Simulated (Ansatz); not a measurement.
System: Ti$_{16}$C (cell with a defect).

Input

```
crystal:
  lattice:
    - [-4.1120350457, -4.1120350457, -4.1120350457]
    - [-4.1120350457, 4.1120350457, 4.1120350457]
    - [4.1120350457, 4.1120350457, -4.1120350457]
  atoms:
    - { symbol: Ti, position: [0.75, 0.0, 0.25] }
    - { symbol: Ti, position: [0.5, 0.0, 0.5] }
    - { symbol: Ti, position: [0.25, 0.0, 0.75] }
    - { symbol: Ti, position: [0.75, 0.5, 0.75] }
    - { symbol: Ti, position: [0.75, 0.25, 0.0] }
    - { symbol: Ti, position: [0.5, 0.25, 0.25] }
    - { symbol: Ti, position: [0.25, 0.25, 0.5] }
    - { symbol: Ti, position: [0.0, 0.25, 0.75] }
    - { symbol: Ti, position: [0.0, 0.0, 0.0] }
    - { symbol: Ti, position: [0.75, 0.75, 0.5] }
    - { symbol: Ti, position: [0.5, 0.75, 0.75] }
    - { symbol: Ti, position: [0.5, 0.5, 0.0] }
    - { symbol: Ti, position: [0.25, 0.5, 0.25] }
    - { symbol: Ti, position: [0.0, 0.5, 0.5] }
    - { symbol: Ti, position: [0.25, 0.75, 0.0] }
    - { symbol: Ti, position: [0.0, 0.75, 0.25] }
    - { symbol: C, position: [0.5020023995, 0.0126924953, -0.0003267145] }
basis:
  ecutwfc: 420
  xc_grid: 2
kpoints:
  mp_grid: { grid: [4, 4, 4], shift: [0.5, 0.5, 0.5] }
hamiltonian:
  xc: pbe
scf:
  occupations: { method: gaussian, width: 0.1 }
output:
  forces: true
  stress: false
  eigenvalues: true
  write_density: true
  write_potential: true
  elf: true
  volumetric_format: npy
relax:
  adjacent_minimum: "off"
  f_tol: 0.02
  max_steps: 60
```

Run with:

```sh
ansatz run input.yaml --threads 4 --pin off --max-ram 8192MiB --backend cpu --events-out ev --progress --plain --runs-dir out
```

The fields are those of the run's last geometry, not of the input's.

Computed without spin polarisation.

The calculation used Ansatz, DFT PBE, scalar-relativistic, plane waves, PAW.

Predict the valence pseudo-density and electron localisation function between the atoms.

Answer. Ti–C (2.10 Å): the density is about 0.56 e/Å³ at the midpoint; the ELF peaks at about 0.75 in the valence shell of C, 0.7 Å from its nucleus, and is about 0.25 at the midpoint.
The ELF has a maximum of about 0.80 in the space between the atoms, 2.0 Å from six Ti atoms, on no atom or two-centre bond.

Metal or insulator at this level of theory?

Answer. It is gapless in this calculation (a metal or semimetal).

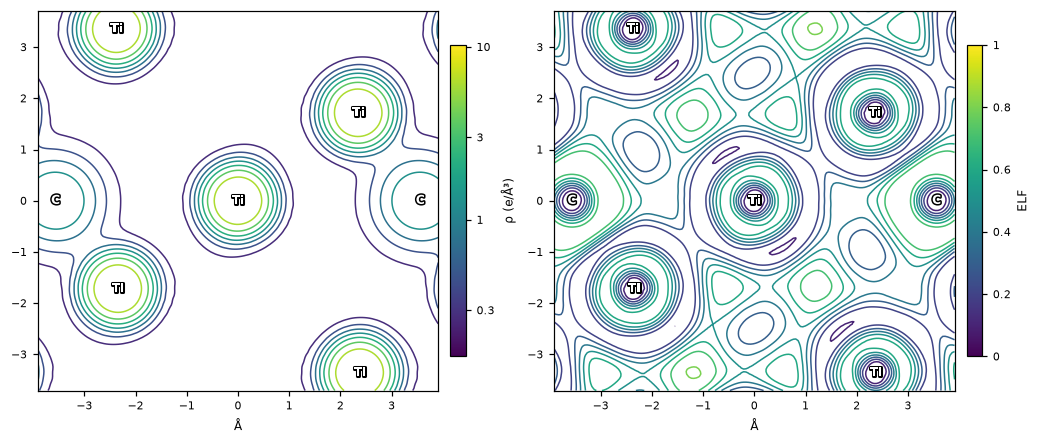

Computed valence pseudo-density and electron localisation function on the (11̄0) plane of the calculation cell, in this order. 

The density is the valence pseudo-density of a PAW calculation; it isn't the true density close to the nuclei.
